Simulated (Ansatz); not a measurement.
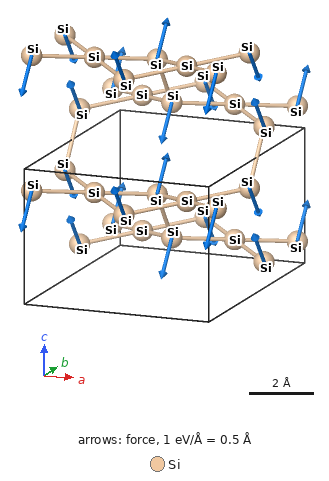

Starting geometry of crystalline Si (a generated structure, set up in Imma) (coarse preliminary run) with the computed forces as blue arrows. The picture is a ball-and-stick view of the conventional cell (2 times the calculation's cell), repeated 1 × 1 × 2 with one cell outlined, seen slightly off an axis. Lengths and directions refer to the drawn axes.

All numbers below come from DFT PBE, scalar-relativistic, plane waves, PAW in Ansatz 0.2.0. Settings: plane-wave cutoff 420 eV; k-point mesh 6 × 6 × 6; occupations gaussian; smearing width 0.1 eV; no spin polarisation; cell and atoms relaxed; force threshold 0.04 eV/Å; at most 70 steps.

Q: What follows when this structure is relaxed?

A: It isn't relaxed: the largest force vector, on Si atoms, is 2.94 eV/Å. The final displacements follow the starting forces only in part (cosine between the two patterns 0.72). The largest moves relative to the cell, 0.21 Å, are those of Si atoms. Cell: a 6.265 → 7.223 Å (+15.3 %), b 8.227 → 9.259 Å (+12.5 %), c 4.404 → 3.687 Å (−16.3 %). Volume +8.6 %. Near-neighbour distances that change, for instance: Si–Si 2.974 → 2.348 Å, Si–Si 2.855 → 3.176 Å, Si–Si 2.133 → 2.405 Å, Si–Si 2.123 → 2.347 Å. New bonds form: Si–Si (2.97 → 2.35 Å). Bond angles that change, for instance: Si–Si–Si 119.3° → 114.1°, Si–Si–Si 94.5° → 97.3°. The space group (tolerance 0.01 Å) goes from Imma (No. 74) to Cmmm (No. 65). The energy falls by 839 meV per atom in 7 accepted moves (9 points after the start). Largest force component: 2.3 eV/Å at the start, 0.012 eV/Å at the end. Pressure: 29.28 GPa at the start and 0.01 GPa at the end. At 2 points the geometry stayed and the basis and grid were re-selected for the new cell (energy shift of 3.7 meV per atom at most each time).
